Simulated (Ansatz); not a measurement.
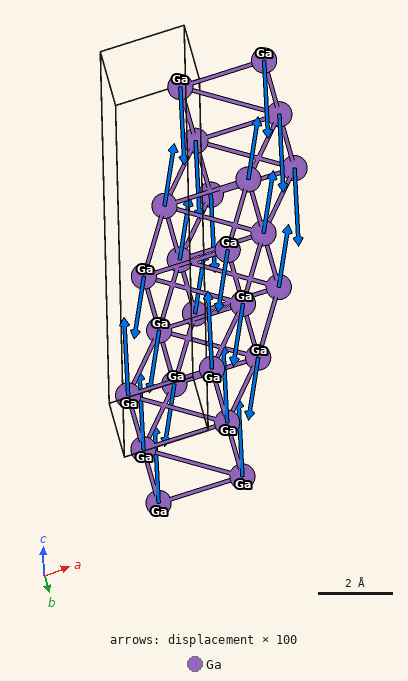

A relaxation of crystalline Ga (a generated structure, set up in P-1) (coarse preliminary run). The starting structure is drawn; blue arrows show the displacements (the part carried along by the change of the cell is left out), magnified 100 times.

A ball-and-stick model of the cell of the calculation, repeated 2 × 3 × 1 with one cell outlined, seen from a free direction.

Computed with DFT PBE, scalar-relativistic, plane waves, PAW (Ansatz). (plane-wave cutoff 420 eV; k-point mesh 8 × 6 × 2; occupations gaussian; smearing width 0.1 eV; no spin polarisation; cell and atoms relaxed; force threshold 0.04 eV/Å; at most 70 steps)

What happened in the run?

Answer. The energy falls by 15.7 meV per atom in 4 accepted moves (6 points after the start). The largest force component goes from 0.037 to 0.0024 eV/Å. Pressure: −0.27 GPa at the start and 0.03 GPa at the end. The line search rejected the trial step at point 2 of the run. The SCF was repeated once at an unchanged geometry on a basis and grid sized afresh for the cell, which shifted the energy by 0.1 meV per atom at most. The largest moves relative to the cell, 0.023 Å, are those of Ga atoms. Cell: a 2.831 → 2.764 Å (−2.4 %), b 2.904 → 2.905 Å (0.0 %), c 10.632 → 10.501 Å (−1.2 %), α 94.5° → 95.1°, β 91.6° → 93.2°, γ 118.2° → 114.7°. Volume −0.8 %. Near-neighbour distances that change, for instance: Ga–Ga 2.944 → 3.062 Å, Ga–Ga 2.831 → 2.764 Å, Ga–Ga 2.859 → 2.810 Å, Ga–Ga 2.800 → 2.773 Å. Among the angles between lasting bonds that change: Ga–Ga–Ga 61.8° → 65.3°, Ga–Ga–Ga 118.2° → 114.7°. The space group stays P-1 (No. 2).
